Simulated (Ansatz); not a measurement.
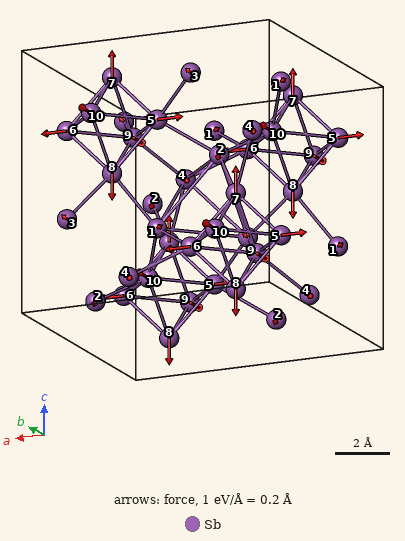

Starting geometry of crystalline Sb (a generated structure, set up in F-43m) (coarse preliminary run) with the computed forces as red arrows. The picture is a ball-and-stick view of the conventional cell (4 times the calculation's cell), seen from a free direction. Lengths and directions refer to the drawn axes.

The calculation used Ansatz, DFT PBE, scalar-relativistic, plane waves, PAW.

Input
```yaml
crystal:
  lattice:
    - [0.0, 5.13363591, 5.13363591]
    - [5.13363591, 0.0, 5.13363591]
    - [5.13363591, 5.13363591, 0.0]
  atoms:
    - { symbol: Sb, position: [0.12404639, 0.62531787, 0.62531787] }
    - { symbol: Sb, position: [0.62531787, 0.12404639, 0.62531787] }
    - { symbol: Sb, position: [0.62531787, 0.62531787, 0.12404639] }
    - { symbol: Sb, position: [0.62531787, 0.62531787, 0.62531787] }
    - { symbol: Sb, position: [0.4332183, 0.0667817, 0.0667817] }
    - { symbol: Sb, position: [0.0667817, 0.4332183, 0.4332183] }
    - { symbol: Sb, position: [0.4332183, 0.0667817, 0.4332183] }
    - { symbol: Sb, position: [0.0667817, 0.4332183, 0.0667817] }
    - { symbol: Sb, position: [0.4332183, 0.4332183, 0.0667817] }
    - { symbol: Sb, position: [0.0667817, 0.0667817, 0.4332183] }
basis:
  ecutwfc: 420
kpoints:
  mp_grid: { grid: [4, 4, 4] }
hamiltonian:
  xc: pbe
scf:
  occupations: { method: gaussian, width: 0.1 }
  lower_state_search: "off"
output:
  forces: true
  stress: true
  eigenvalues: true
relax:
  adjacent_minimum: "off"
  f_tol: 0.04
  max_steps: 70
  cell: { stress_tol: 0.4 }
```

Launched with:
```bash
ansatz run input.yaml --threads 1 --pin off --max-ram 2560MiB --backend cpu --events-out ev --progress --plain --runs-dir out
```

**Is this structure relaxed? If not, where do the atoms go?**

It isn't relaxed: the largest force vector, on Sb atoms, is 5.43 eV/Å. The final displacements follow the starting forces only in part (cosine between the two patterns 0.45). Over 7 accepted moves (9 points after the start) the energy falls by 1224 meV per atom. The largest force component goes from 5.4 to 0.019 eV/Å. The pressure goes from 35.41 to 0.07 GPa. At 2 points the geometry stayed and the basis and grid were re-selected for the new cell (energy shift of 10.1 meV per atom at most each time). The largest moves relative to the cell, 0.56 Å, are those of Sb1, Sb2, Sb3 and Sb4. Sb3 goes along [1 1 1]. Cell: a = b = c 10.267 → 11.604 Å (+13.0 %). Volume +44.4 %. Near-neighbour distances that change, for instance: Sb5–Sb10 2.660 → 3.179 Å, Sb1–Sb2 3.639 → 3.194 Å, Sb1–Sb10 2.677 → 3.075 Å. Among the angles between lasting bonds that change: Sb1–Sb6–Sb4 85.1° → 109.2°, Sb1–Sb6–Sb7 100.5° → 90.1°, Sb6–Sb4–Sb7 118.4° → 109.6°. The space group stays F-43m (No. 216). Cost: 4.2 min on 1 thread of Arm Neoverse V1, with other jobs on the host, peak memory 0.68 GiB.
